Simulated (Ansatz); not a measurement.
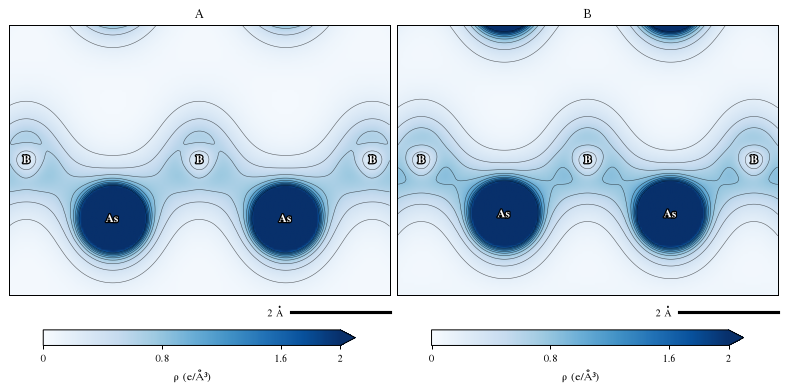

BAs. The valence charge density (pseudo) of two cells that differ in size and shape, on the (11̄0) plane of each (indices in the axes of the calculation cell), at one length scale and on one colour scale; one has 12.5 and the other 14.7 Å³ an atom.

All numbers below come from Ansatz 0.2.0, DFT LDA, scalar-relativistic, plane waves, PAW.

The density is the valence pseudo-density of a PAW calculation; it isn't the true density close to the nuclei.

The larger cell:

```yaml
crystal:
  lattice:
    - [0.00000, 2.48404, 2.38850]
    - [2.48404, 0.00000, 2.38850]
    - [2.48404, 2.48404, 0.00000]
  atoms:
    - { symbol: B, position: [0.00000, 0.00000, 0.00000] }
    - { symbol: As, position: [0.75000, 0.75000, 0.75000] }
```

The smaller cell: a = 3.246 Å, b = 3.246 Å, c = 3.378 Å, α = 58.64°, β = 58.64°, γ = 62.72°.

### Which is the denser cell? Describe the effect of the change.

Panel B is the smaller cell, by 15 % in volume. From the larger cell to the smaller, B–As goes from 2.12 to 2.01 Å, and the density at its midpoint from 0.72 to 0.85 e/Å³; the pressure goes from −13 to 9 GPa; the Kohn–Sham gap goes from 0.65 eV to metallic.
